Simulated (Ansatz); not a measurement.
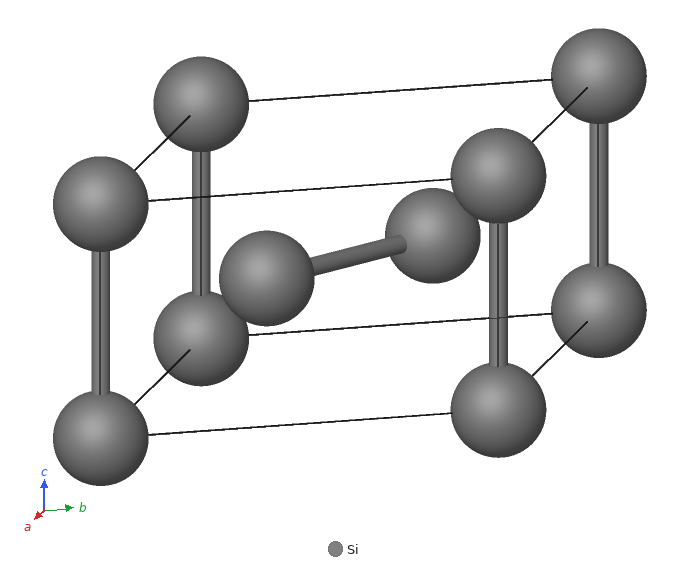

The crystal in a ball-and-stick representation, seen slightly off an axis. Thin lines show the conventional unit cell, with boundary atoms drawn in all their periodic places.

The box has a = 4.40 Å, b = 4.40 Å, c = 2.57 Å, α = 90.00°, β = 90.00°, γ = 120.00°.

Bonding distances used: Si–Si up to 2.58 Å (cut-off distances).

Question: Give the number of atoms in the outlined cell.

Answer: 3 (silicon), counting shared atoms by their share.

Question: Which of the 230 space groups is it?

Answer: P6/mmm (No. 191), with Si on 1a and Si on 2d.

Question: Which prototype does it follow?

Answer: Ω phase (AlB₂-like).

Origin of the cell: a textbook structure type filled with this element (whether it is the usual form wasn't checked). This is the structure after a relaxation with DFT r2SCAN, scalar-relativistic, plane waves, PAW (Ansatz).
